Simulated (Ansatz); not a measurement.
# GaN with one Ga vacancy: vacancy hop, part 2 of 2

Aim: the minimum-energy path and barrier of the vacancy hop. The ends are relaxed first, then joined by a nudged elastic band. Host space group P6_3mc, cell charge -1.

Ansatz 0.2.0; DFT PBE, plane waves, PAW, scalar-relativistic, no spin polarisation.

### 5 More of the same log: end point B relaxed

The COD entry's cell or inner coordinates are ideal or old and differ from later refinements, so a difference from it is no clean test against experiment.

Output, continued:

```text
relax step   4: F+E_penalty+E_count = -29544.84223744 eV  Δ(F+E_penalty+E_count) = -2.201e-2 eV  max|allowed force component| = 8.862e-2 eV/Å  Δτ_max = 0.0498 Å  (6 SCF iters, dr2 threshold 1.86e-5 eV, accepted)
SCF iter   1: F=—  HF=-29544.860023 eV  |F-HF|=—  |Δ(HF+E_count)|=         —  Δρ=6.89e-3  dr2=8.37e-2  ethr=6.36e-4  ⟨swp⟩=4.2  Hψ=1111  notcnv=0  defer=55
preconditioner: auto → LDOS  [metal: Δε(μ)=0.055 eV  Ē_g=16.229 eV  σ=0.050 eV  W_gap=0.26  n_scr=56 (ndim 8)  ℏωp=31.5 eV  f_vac=0.049  D(μ)=3.61/eV (n_scr^D=18)  β→1.0]
SCF iter   2: F=—  HF=-29544.850319 eV  |F-HF|=—  |Δ(HF+E_count)|=   9.70e-3  Δρ=2.41e-3  dr2=6.31e-3  ethr=6.34e-5  ⟨swp⟩=2.0  Hψ=834  notcnv=0  defer=55
SCF iter   3: F=—  HF=-29544.850070 eV  |F-HF|=—  |Δ(HF+E_count)|=   2.49e-4  Δρ=1.00e-3  dr2=2.61e-3  ethr=4.78e-6  ⟨swp⟩=2.0  Hψ=1105  notcnv=0  defer=55
SCF iter   4: F=—  HF=-29544.849833 eV  |F-HF|=—  |Δ(HF+E_count)|=   2.37e-4  Δρ=4.60e-4  dr2=4.23e-4  ethr=1.98e-6  ⟨swp⟩=2.0  Hψ=769  notcnv=0  defer=55
SCF iter   5: F=—  HF=-29544.849782 eV  |F-HF|=—  |Δ(HF+E_count)|=   5.10e-5  Δρ=1.38e-4  dr2=3.89e-5  ethr=3.20e-7  ⟨swp⟩=2.0  Hψ=1052  notcnv=0  defer=55
SCF iter   6: F=—  HF=-29544.849790 eV  |F-HF|=—  |Δ(HF+E_count)|=   7.68e-6  Δρ=7.14e-5  dr2=9.60e-6  ethr=2.95e-8  ⟨swp⟩=2.0  Hψ=1061  notcnv=0  defer=55
SCF iter   7: F=—  HF=-29544.849789 eV  |F-HF|=—  |Δ(HF+E_count)|=   5.90e-7  Δρ=3.28e-5  dr2=1.94e-6  ethr=7.27e-9  ⟨swp⟩=2.0  Hψ=1063  notcnv=0  defer=55
SCF iter   8: F=—  HF=-29544.849789 eV  |F-HF|=—  |Δ(HF+E_count)|=   7.37e-9  Δρ=1.09e-5  dr2=2.64e-7  ethr=1.47e-9  ⟨swp⟩=2.0  Hψ=1057  notcnv=0  defer=55
SCF iter   9: F=-29544.849789 eV  HF=-29544.849789 eV  |F-HF|=6.01e-8  |Δ(HF+E_count)|=   1.26e-8  Δρ=5.61e-6  dr2=7.49e-8  ethr=7.58e-11  ⟨swp⟩=4.0  Hψ=2190  notcnv=0
SCF 5 converged in 9 iterations: F = -29544.849789 eV  dr2 = 7.49e-8
relax step   5: F+E_penalty+E_count = -29544.84978939 eV  Δ(F+E_penalty+E_count) = -7.552e-3 eV  max|allowed force component| = 5.750e-2 eV/Å  Δτ_max = 0.0442 Å  (9 SCF iters, accepted)
SCF iter   1: F=—  HF=-29544.856102 eV  |F-HF|=—  |Δ(HF+E_count)|=         —  Δρ=4.67e-3  dr2=3.31e-2  ethr=3.82e-4  ⟨swp⟩=3.8  Hψ=1059  notcnv=0  defer=58
preconditioner: auto → LDOS  [insulator: Δε(μ)=0.233 eV  Ē_g=16.265 eV  σ=0.050 eV  W_gap=0.54  n_scr=56 (ndim 8)  ℏωp=31.5 eV  f_vac=0.051  D(μ)=3.67/eV (n_scr^D=18)  ε∞_Penn≈4.8  β→1.0]
SCF iter   2: F=—  HF=-29544.852363 eV  |F-HF|=—  |Δ(HF+E_count)|=   3.74e-3  Δρ=1.58e-3  dr2=3.32e-3  ethr=2.50e-5  ⟨swp⟩=2.1  Hψ=891  notcnv=0  defer=55
SCF iter   3: F=—  HF=-29544.852128 eV  |F-HF|=—  |Δ(HF+E_count)|=   2.35e-4  Δρ=6.75e-4  dr2=1.11e-3  ethr=2.51e-6  ⟨swp⟩=2.0  Hψ=1104  notcnv=0  defer=55
SCF iter   4: F=—  HF=-29544.852008 eV  |F-HF|=—  |Δ(HF+E_count)|=   1.20e-4  Δρ=2.94e-4  dr2=1.79e-4  ethr=8.41e-7  ⟨swp⟩=2.0  Hψ=777  notcnv=0  defer=55
SCF iter   5: F=—  HF=-29544.851987 eV  |F-HF|=—  |Δ(HF+E_count)|=   2.14e-5  Δρ=9.94e-5  dr2=2.20e-5  ethr=1.35e-7  ⟨swp⟩=2.0  Hψ=1011  notcnv=0  defer=55
SCF iter   6: F=—  HF=-29544.851973 eV  |F-HF|=—  |Δ(HF+E_count)|=   1.38e-5  Δρ=4.16e-5  dr2=2.94e-6  ethr=1.67e-8  ⟨swp⟩=2.0  Hψ=1058  notcnv=0  defer=55
SCF iter   7: F=—  HF=-29544.851973 eV  |F-HF|=—  |Δ(HF+E_count)|=   9.97e-8  Δρ=1.65e-5  dr2=4.35e-7  ethr=2.23e-9  ⟨swp⟩=2.0  Hψ=1058  notcnv=0  defer=55
SCF iter   8: F=-29544.851973 eV  HF=-29544.851973 eV  |F-HF|=5.56e-8  |Δ(HF+E_count)|=  8.15e-10  Δρ=6.46e-6  dr2=7.85e-8  ethr=7.58e-11  ⟨swp⟩=4.1  Hψ=2256  notcnv=0
SCF 6 converged in 8 iterations: F = -29544.851973 eV  dr2 = 7.85e-8
relax step   6: F+E_penalty+E_count = -29544.85197259 eV  Δ(F+E_penalty+E_count) = -2.183e-3 eV  max|allowed force component| = 2.564e-2 eV/Å  Δτ_max = 0.0363 Å  (8 SCF iters, accepted)
SCF converged after 8 iterations
Free energy (F): -29544.851973 eV
Harris-Foulkes:  -29544.851973 eV  (|F-HF|=5.56e-8)
Internal energy: -29544.818080 eV  (E = F + TS)
E sigma→0 (E₀):  -29544.835026 eV
Entropy (-TS):   -0.033893 eV (-2.260 meV/atom)
Fermi energy:    8.492166 eV
--- Per-component energies (eV) ---
  E_band       = -211.742348
  E_kinetic    = 1824.637266
  E_local      = -11691.820577  (includes V_loc(G=0)·N_el)
  E_nonlocal   = -343.783498
  E_hartree    = 7036.741930
  E_xc         = -923.261525
  E_vxc        = -1001.437678  (∫ρ·V_xc dr)
  E_paw        = -15000.475077  (= ΣΔE_a)
  E_vpaw       = -3072.827896  (= ΣTr[D̂ρ^β])
  E_aug_tail   = 0.005708  (compensation charges beyond the density's cutoff)
  E_ewald      = -10446.862308
  E_smearing   = -0.033893  (= −TS)
  E_closure    = -0.000000  (closes the sum)
  E_deformation_potential = -16.348471  (in the stress; not in F)
  Σ components = -29544.851973   (vs F -29544.851973, Δ=0.00e0)
--- Forces (eV/Å), atoms counted from 1 ---
  atom   1  Ga     0.00237703    -0.00969462    -0.00207533
  atom   2  N     -0.00809615    -0.01048581     0.00497880
  atom   3  N      0.00704553     0.00036619     0.00034705
  atom   4  Ga    -0.00463618     0.00267670     0.01617251
  atom   5  Ga     0.00423673    -0.00244608    -0.02564121
  atom   6  N      0.00279890    -0.00161595    -0.01212366
  atom   7  N      0.00306831    -0.00177149     0.01282846
  atom   8  Ga     0.00958430     0.00278874    -0.00207533
  atom   9  Ga    -0.00377945     0.00923042    -0.00689093
  atom  10  N      0.00503291     0.01225438     0.00497880
  atom  11  N      0.00320564    -0.00628470     0.00034705
  atom  12  Ga    -0.00988351    -0.00134211    -0.00689093
  atom  13  Ga    -0.00134672     0.00077753    -0.01582523
  atom  14  N     -0.00113356     0.00065446     0.01253131
  atom  15  N     -0.00841219     0.00485678     0.01936182
  max |Σ_I F_I| component: 6.16e-5 eV/Å
--- Relaxed structure (6 steps of the walk, 6 accepted, 0 SCFs on fresh bases) ---
  F+E_penalty+E_count = -29544.85197259 eV   max|allowed force component| = 2.564e-2 eV/Å
  atoms:
    - { symbol: Ga, position: [0.5010208867891651, 0.6682772318089293, 0.00015329542139287] }
    - { symbol: N, position: [0.498522426957159, 0.668910093602507, 0.37271771490335837] }
    - { symbol: N, position: [0.4490594472143643, 0.3556987547410671, 0.859292371681461] }
    - { symbol: Ga, position: [0.25000000000000006, 0.1503344977561751, 0.01288663990591636] }
    - { symbol: Ga, position: [0.24999999999999994, 0.8303048219006695, 0.5029691564127908] }
    - { symbol: N, position: [0.25000000000000006, 0.16174953276950646, 0.37807626694723767] }
    - { symbol: N, position: [0.2500000000000001, 0.8354344028314213, 0.8757594338108504] }
    - { symbol: Ga, position: [-0.0010208867891650375, 0.6682772318089293, 0.00015329542139287] }
    - { symbol: Ga, position: [-0.0013066752382544372, 0.3340051329055095, 0.4967646580756502] }
    - { symbol: N, position: [0.0014775730428410183, 0.6689100936025071, 0.37271771490335837] }
    - { symbol: N, position: [0.05094055278563572, 0.35569875474106705, 0.859292371681461] }
    - { symbol: Ga, position: [0.5013066752382543, 0.33400513290550937, 0.4967646580756502] }
    - { symbol: Ga, position: [0.75, 0.8388429149507219, 0.5009524076802397] }
    - { symbol: N, position: [0.7500000000000001, 0.17076823470942654, 0.4075717999379515] }
    - { symbol: N, position: [0.75, 0.7921165589660544, 0.8639282151412885] }
```

Wall time 43 s (1 thread of Arm Neoverse V1, shared host); peak memory 0.45 GiB.

The steps of the relaxation:

```
step  energy from step 1 (eV/cell)  largest force component (eV/Å)
   1                        0.0000                          1.0157
   2                       -0.2597                          0.6663
   3                       -0.4453                          0.3014
   4                       -0.4673                          0.0886
   5                       -0.4749                          0.0575
   6                       -0.4771                          0.0256
```

Step 1 is the start.

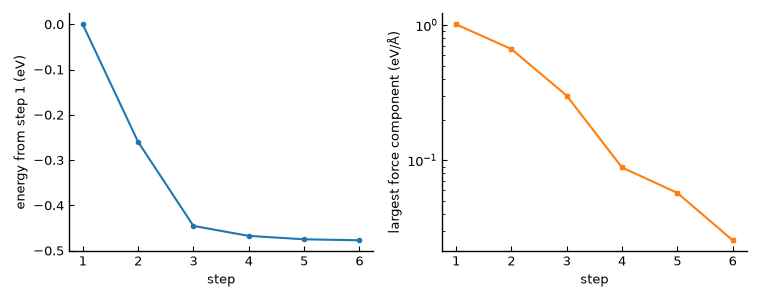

How energy and force went from step to step.

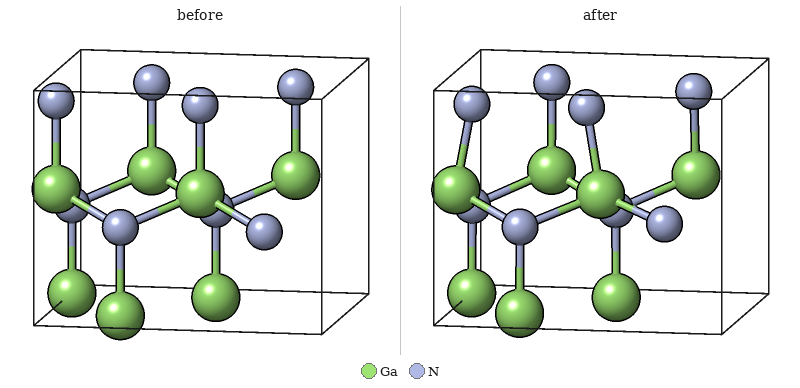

The structure before (left) and after (right), drawn at the same scale. Each atom of the cell is drawn once.

The largest move, 0.36 Å, is shared by several atoms, N11 among them.

### 6 The band

crystal.atoms is end A as relaxed above, and neb.final_atoms is end B. With 5 inner images the band has 7 in all.

The input, input.yaml:

```yaml
crystal:
  lattice:
    - [-3.19, -5.525242, 0.0]
    - [4.785, -2.762621, 0.0]
    - [0.0, 0.0, 5.189]
  atoms:
    - { symbol: Ga, position: [0.49935857, 0.66001753, 0.00181915] }
    - { symbol: "N", position: [0.49935905, 0.70591112, 0.36507338] }
    - { symbol: "N", position: [0.49936214, 0.32807342, 0.90892665] }
    - { symbol: Ga, position: [0.25074213, 0.16479417, -0.00263105] }
    - { symbol: Ga, position: [0.25035248, 0.82972648, 0.50092071] }
    - { symbol: "N", position: [0.19749249, 0.1418655, 0.35967027] }
    - { symbol: "N", position: [0.24799125, 0.82980544, 0.87352416] }
    - { symbol: Ga, position: [-0.0006427, 0.66837038, 0.00347521] }
    - { symbol: Ga, position: [-0.00063599, 0.34803105, 0.5138869] }
    - { symbol: "N", position: [-0.0006428, 0.66264235, 0.37647191] }
    - { symbol: "N", position: [-0.00063754, 0.33686292, 0.87868335] }
    - { symbol: Ga, position: [0.74798396, 0.16479557, -0.00263365] }
    - { symbol: Ga, position: [0.74836449, 0.82973068, 0.50091988] }
    - { symbol: "N", position: [0.80123202, 0.14187032, 0.35967049] }
    - { symbol: "N", position: [0.75072565, 0.82980737, 0.87352184] }
total_charge: -1
basis:
  ecutwfc: 420.0
kpoints:
  mp_grid: { grid: [2, 2, 2] }
hamiltonian:
  xc: pbe
  pseudopotentials: { kind: paw, azcp: { folder: soft_1 } }
scf:
  occupations: { method: fermi_dirac, width: 0.05 }
  lower_state_search: "off"
neb:
  images: 5
  f_tol: 0.03
  initial_path: linear
  max_iterations: 57
  optimiser: fire
  final_atoms:
    - { symbol: Ga, position: [0.50102089, 0.66827724, 0.0001533] }
    - { symbol: "N", position: [0.49852243, 0.6689101, 0.37271771] }
    - { symbol: "N", position: [0.44905945, 0.35569876, 0.85929237] }
    - { symbol: Ga, position: [0.25, 0.1503345, 0.01288664] }
    - { symbol: Ga, position: [0.25, 0.83030482, 0.50296916] }
    - { symbol: "N", position: [0.25, 0.16174953, 0.37807627] }
    - { symbol: "N", position: [0.25, 0.8354344, 0.87575943] }
    - { symbol: Ga, position: [-0.00102088, 0.66827723, 0.0001533] }
    - { symbol: Ga, position: [-0.00130667, 0.33400513, 0.49676466] }
    - { symbol: "N", position: [0.00147758, 0.66891009, 0.37271771] }
    - { symbol: "N", position: [0.05094055, 0.35569876, 0.85929237] }
    - { symbol: Ga, position: [0.50130668, 0.33400514, 0.49676466] }
    - { symbol: Ga, position: [0.75, 0.83884292, 0.50095241] }
    - { symbol: "N", position: [0.75, 0.17076824, 0.4075718] }
    - { symbol: "N", position: [0.75, 0.79211656, 0.86392822] }
  order_check: true
```

Started as:

```
$ ansatz run input.yaml --threads 1 --pin off --max-ram 3072MiB --backend cpu --events-out ev --progress --plain --runs-dir out
```

Standard output (excerpt; [...] marks lines left out):

```text
Warning: neb: disabling space-group detection — the band's intermediate images generally break the endpoint symmetry, so no spatial operation reduces the k-mesh or symmetrises the density, except that a semilocal band can use its path's symmetry ahead of convergence; time reversal is [...]
Warning: RAYON_NUM_THREADS=1 ignored (pool sized by the plan → 1); use --threads N
[...]
[... 4 set-up lines as earlier in the session ...]
[...]
NEB iter   5: max|band force component| = 1.728e0 eV/Å  barrier→ = 2.6914 eV  barrier← = 2.6913 eV  Δτ_max = 0.0746 Å  (50 SCF iters)
[...]
NEB iter   7: max|band force component| = 8.411e-1 eV/Å  barrier→ = 2.5601 eV  barrier← = 2.5600 eV  Δτ_max = 0.0271 Å  (42 SCF iters)
[...]
NEB iter   9: max|band force component| = 6.302e-1 eV/Å  barrier→ = 2.5088 eV  barrier← = 2.5087 eV  Δτ_max = 0.0098 Å  (43 SCF iters)
NEB iter  10: max|band force component| = 1.043e0 eV/Å  barrier→ = 2.5003 eV  barrier← = 2.5002 eV  CI = image 2  Δτ_max = 0.0241 Å  (40 SCF iters)
NEB iter  11: max|band force component| = 9.244e-1 eV/Å  barrier→ = 2.5317 eV  barrier← = 2.5315 eV  CI = image 2  Δτ_max = 0.0459 Å  (42 SCF iters)
```

### 7 The output, continued: band between the two ends

Output, continued (excerpt; [...] marks lines left out):

```text
NEB iter  12: max|band force component| = 7.424e-1 eV/Å  barrier→ = 2.5907 eV  barrier← = 2.5906 eV  CI = image 2  Δτ_max = 0.0163 Å  (42 SCF iters)
[...]
NEB iter  17: max|band force component| = 3.878e-1 eV/Å  barrier→ = 2.6840 eV  barrier← = 2.6839 eV  CI = image 2  Δτ_max = 0.0071 Å  (43 SCF iters)
[...]
    - { symbol: N, position: [-0.001738729055903332, 0.347155674159544, 0.8759119797575305] }
    - { symbol: Ga, position: [0.6220628571035868, 0.24293424342337347, 0.1723098106561906] }
    - { symbol: Ga, position: [0.7557123432337362, 0.8135009397558101, 0.5103756821204196] }
    - { symbol: N, position: [0.7981188063268141, 0.13951540582463567, 0.41124182368441836] }
    - { symbol: N, position: [0.7446955277928143, 0.8232885149859177, 0.8768018909301979] }
```

Wall time 26 min (1 thread of Arm Neoverse V1, shared host); peak memory 0.76 GiB.

### 8 Images and barrier

The 5 inner images lie between the fixed ends 0 and 6. Energy is taken from image 0, and the path length is the program's own coordinate along the band.

```
image  path (Å)  energy (eV)     Ga12 x y z (Å)  band force (eV/Å)
    0     0.000       0.0000  -1.60 -4.59 -0.01                  -
    1     0.748       1.1246   -1.27 -4.38 0.38              0.016
   2*     1.497       2.6784   -0.82 -4.11 0.89              0.020
    3     2.063       1.8562   -0.47 -3.94 1.30              0.017
    4     2.634       1.1176   -0.19 -3.80 1.69              0.013
    5     3.208       0.8109   -0.10 -3.75 2.18              0.017
    6     3.781       0.0001    0.00 -3.69 2.58                  -
```

The star marks the climbing image.

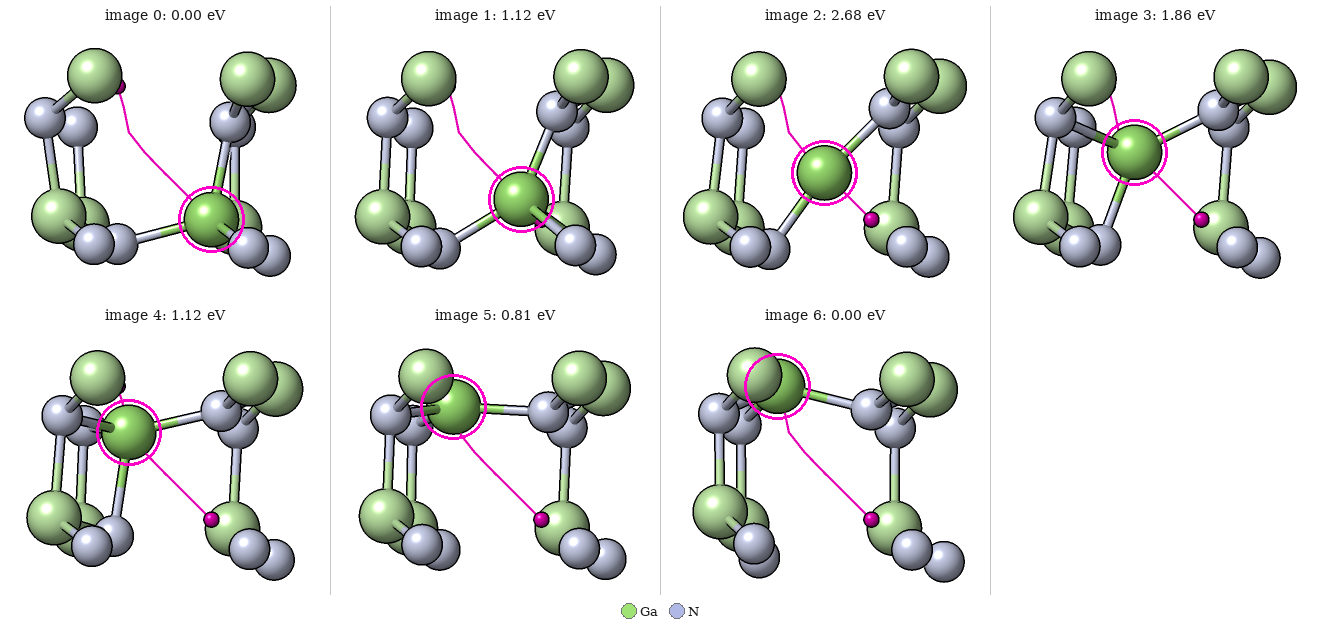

The images of the last band, seen from a free direction. Ringed: Ga12. The magenta line is the track of the ringed atom over the whole band, with dots at its ends. Each atom of the cell is drawn once, at one copy chosen for all pictures, so bonds across the cell's faces may be missing; the others are paled. Sticks join atoms closer than a bonding distance in each image.

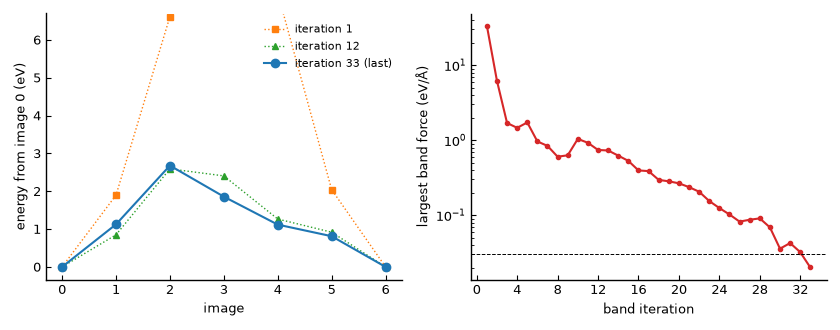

Left: energy of each image for early iterations and the last one (lines only join the points; early values far above the last band run off the scale). Right: the largest band force by iteration, with the threshold dashed.

The top of the band by iteration:

```
iteration  highest image above image 0 (eV)  largest band force (eV/Å)
        1                           10.4042                     33.797
        4                            2.8696                      1.464
        7                            2.5601                      0.841
       10                            2.5003                      1.043
       13                            2.6075                      0.731
       16                            2.6845                      0.396
       19                            2.6828                      0.283
       22                            2.6813                      0.206
       25                            2.6802                      0.103
       28                            2.6788                      0.091
       31                            2.6785                      0.043
       33                            2.6784                      0.020
```

The band as a trajectory file:

```xyz
15
Lattice="-3.190 -5.525 0.000 4.785 -2.763 0.000 0.000 0.000 5.189" Properties=species:S:1:pos:R:3 pbc="T T T" image=0 dE=0.0000
Ga    1.565   -4.582    0.009
N     1.785   -4.709    1.894
N    -0.023   -3.665    4.716
Ga   -0.011   -1.841   -0.014
Ga    3.172   -3.675    2.599
N     0.049   -1.483    1.866
N     3.180   -3.663    4.533
Ga    3.200   -1.843    0.018
Ga    1.667   -0.958    2.667
N     3.173   -1.827    1.954
N     1.614   -0.927    4.559
Ga   -1.598   -4.588   -0.014
Ga    1.583   -6.427    2.599
N    -1.877   -4.819    1.866
N     1.576   -6.440    4.533
15
Lattice="-3.190 -5.525 0.000 4.785 -2.763 0.000 0.000 0.000 5.189" Properties=species:S:1:pos:R:3 pbc="T T T" image=1 dE=1.1246
Ga    1.645   -4.582   -0.050
N     1.651   -4.713    1.868
N     0.099   -3.583    4.630
Ga    0.065   -1.741   -0.030
Ga    3.115   -3.731    2.542
N    -0.057   -1.743    1.881
N     3.231   -3.646    4.489
Ga    3.235   -1.816   -0.004
Ga    1.532   -1.027    2.667
N     3.112   -1.862    1.947
N     1.671   -0.864    4.587
Ga   -1.267   -4.376    0.381
Ga    1.505   -6.437    2.645
N    -1.838   -4.768    2.075
N     1.636   -6.426    4.581
15
Lattice="-3.190 -5.525 0.000 4.785 -2.763 0.000 0.000 0.000 5.189" Properties=species:S:1:pos:R:3 pbc="T T T" image=2 dE=2.6784
Ga    1.695   -4.591   -0.067
N     1.601   -4.692    1.862
N     0.110   -3.585    4.619
Ga    0.077   -1.696   -0.033
Ga    3.113   -3.733    2.535
N    -0.098   -1.837    1.869
N     3.249   -3.637    4.483
Ga    3.243   -1.805    0.002
Ga    1.504   -1.076    2.651
N     3.109   -1.867    1.940
N     1.667   -0.949    4.545
Ga   -0.822   -4.108    0.894
Ga    1.482   -6.423    2.648
N    -1.878   -4.795    2.134
N     1.564   -6.389    4.550
15
Lattice="-3.190 -5.525 0.000 4.785 -2.763 0.000 0.000 0.000 5.189" Properties=species:S:1:pos:R:3 pbc="T T T" image=3 dE=1.8562
Ga    1.710   -4.602   -0.081
N     1.532   -4.658    1.876
N     0.097   -3.599    4.703
Ga    0.069   -1.689   -0.038
Ga    3.108   -3.727    2.539
N    -0.121   -1.908    1.883
N     3.255   -3.628    4.488
Ga    3.247   -1.792    0.012
Ga    1.495   -1.065    2.629
N     3.116   -1.867    1.946
N     1.664   -0.982    4.526
Ga   -0.472   -3.935    1.296
Ga    1.499   -6.434    2.639
N    -1.858   -4.781    2.098
N     1.554   -6.381    4.538
15
Lattice="-3.190 -5.525 0.000 4.785 -2.763 0.000 0.000 0.000 5.189" Properties=species:S:1:pos:R:3 pbc="T T T" image=4 dE=1.1176
Ga    1.668   -4.635   -0.096
N     1.572   -4.656    1.909
N     0.055   -3.627    4.873
Ga    0.016   -1.726   -0.050
Ga    3.122   -3.701    2.554
N    -0.087   -1.851    1.919
N     3.217   -3.644    4.495
Ga    3.213   -1.797   -0.011
Ga    1.532   -0.992    2.592
N     3.133   -1.864    1.924
N     1.615   -1.049    4.489
Ga   -0.193   -3.801    1.687
Ga    1.544   -6.470    2.608
N    -1.743   -4.709    2.083
N     1.510   -6.394    4.502
15
Lattice="-3.190 -5.525 0.000 4.785 -2.763 0.000 0.000 0.000 5.189" Properties=species:S:1:pos:R:3 pbc="T T T" image=5 dE=0.8109
Ga    1.632   -4.619   -0.064
N     1.591   -4.636    1.915
N     0.110   -3.589    4.607
Ga   -0.005   -1.776   -0.015
Ga    3.146   -3.685    2.585
N    -0.059   -1.840    1.932
N     3.218   -3.653    4.524
Ga    3.222   -1.799    0.002
Ga    1.559   -0.957    2.604
N     3.156   -1.858    1.941
N     1.600   -1.085    4.504
Ga   -0.104   -3.751    2.177
Ga    1.576   -6.473    2.618
N    -1.692   -4.679    2.061
N     1.504   -6.381    4.512
15
Lattice="-3.190 -5.525 0.000 4.785 -2.763 0.000 0.000 0.000 5.189" Properties=species:S:1:pos:R:3 pbc="T T T" image=6 dE=0.0001
Ga    1.599   -4.614    0.001
N     1.610   -4.602    1.934
N     0.270   -3.464    4.459
Ga   -0.078   -1.797    0.067
Ga    3.176   -3.675    2.610
N    -0.024   -1.828    1.962
N     3.200   -3.689    4.544
Ga    3.201   -1.841    0.001
Ga    1.602   -0.916    2.578
N     3.196   -1.856    1.934
N     1.540   -1.264    4.459
Ga   -0.001   -3.693    2.578
Ga    1.621   -6.461    2.599
N    -1.575   -4.616    2.115
N     1.398   -6.332    4.483
```

### 9 Results

This closing draws on all 2 parts.

```
                    quantity                    value
                       end A  6 moves, 0.829 eV lower
                       end B  5 moves, 0.477 eV lower
            barrier forwards                  2.68 eV
           barrier backwards                  2.68 eV
second end relative to first                 0.000 eV
               highest image    2 of 0 to 6, climbing
             band iterations                       33
lowest curvatures at the top     -6.53 and 0.00 eV/Å²
```

The top lies 2.68 eV above the first end, or 104 kT at room temperature, which at an assumed attempt frequency of 10^13 s⁻¹ means a rate near 10^-32 s⁻¹. The two ends lie within 1 meV of each other. One curvature at the top is negative and the next is not: a first-order saddle point. The value is not shown to be converged in cell size (15 atoms) or k-mesh. The charged cell sits in a uniform background, with no correction for images.
